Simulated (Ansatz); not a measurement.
# TiAl3: what the fields show

Input

```
crystal:
  lattice:
    - [-3.9797267067, 3.9797267067, 0.0]
    - [0.0, 3.9797267067, -3.9797267067]
    - [-3.9797267067, 0.0, -3.9797267067]
  atoms:
    - { symbol: Ti, position: [0.5, 0.5, 0.5] }
    - { symbol: Ti, position: [0.0, 0.0, 0.0] }
    - { symbol: Al, position: [0.5, 0.0, 0.0] }
    - { symbol: Al, position: [0.0, 0.5, 0.5] }
    - { symbol: Al, position: [0.5, 0.5, 0.0] }
    - { symbol: Al, position: [0.0, 0.0, 0.5] }
    - { symbol: Al, position: [0.5, 0.0, 0.5] }
    - { symbol: Al, position: [0.0, 0.5, 0.0] }
basis:
  ecutwfc: 420
  xc_grid: 2
kpoints:
  mp_grid: { grid: [6, 6, 6], shift: [0.0, 0.0, 0.0] }
hamiltonian:
  xc: pbe
scf:
  occupations: { method: gaussian, width: 0.1 }
output:
  forces: true
  stress: true
  eigenvalues: true
  write_density: true
  write_potential: true
  elf: true
  volumetric_format: npy
```

Launched as:

```sh
ansatz run input.yaml --threads 4 --pin off --max-ram 10240MiB --backend cpu --events-out ev --progress --plain --runs-dir out
```

Space group Pm-3m; a structure from a database of computed crystals, not necessarily the ambient phase; computed without spin polarisation.

Method: DFT PBE, scalar-relativistic, plane waves, PAW in Ansatz.

In a PAW calculation such maps are meaningful between the atoms, not at the nuclei.

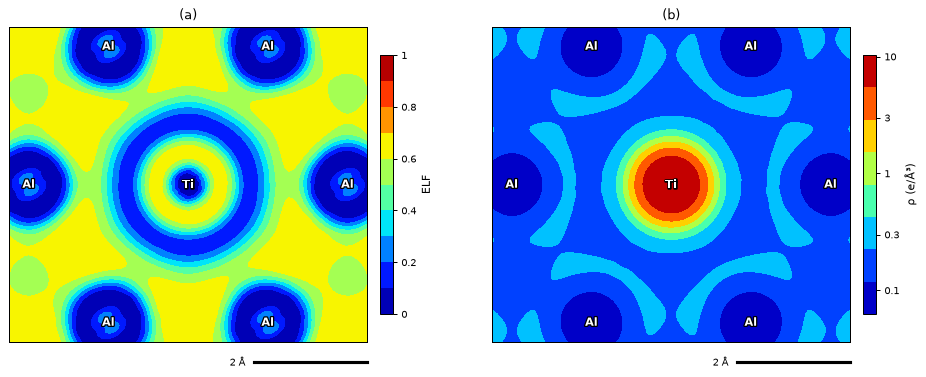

Figure 1. (a) ELF; (b) valence charge density (pseudo) on the (001) plane of the calculation cell.

Read the bonding off the picture.

Answer. Atoms in the plane: Ti and Al.
Ti–Al (2.81 Å): the density is about 0.21 e/Å³ at the midpoint; the ELF is about 0.35 at the midpoint.
Al–Al (2.81 Å): ρ at the midpoint is about 0.22 e/Å³; the ELF peaks at about 0.65 between the atoms.
Between the atoms the lowest density in this plane is 0.2 e/Å³.
The features right at Ti lie inside the PAW spheres, where the map follows smoothed inner orbitals and isn't to be read closely.

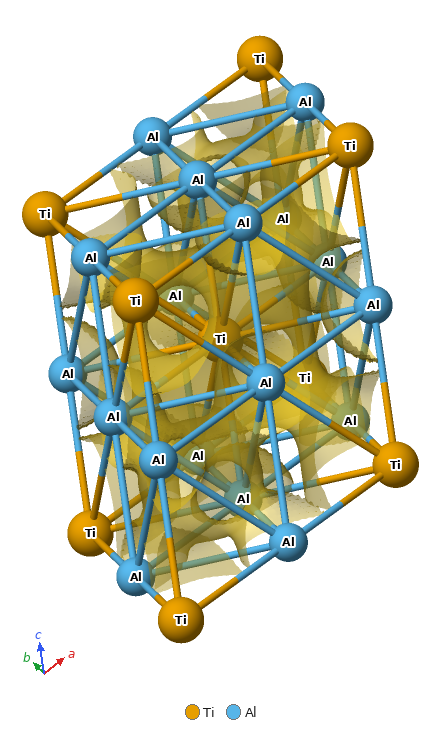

Figure 2. Isosurface of the electron localisation function at 0.55 (yellow), seen slightly off an axis. Only the valence region is drawn (cores and ρ < 0.01 e/Å³ removed). Sticks mark near contacts.

Identify the bonds, lone pairs and shells in this picture.

Answer. The surface consists of one network that runs through the whole crystal, counted in one cell of 8 atoms. Regions shared between cells count once.

Does the calculation give a band gap?

Answer. It is metallic or semimetallic at this level of theory: no gap opens.
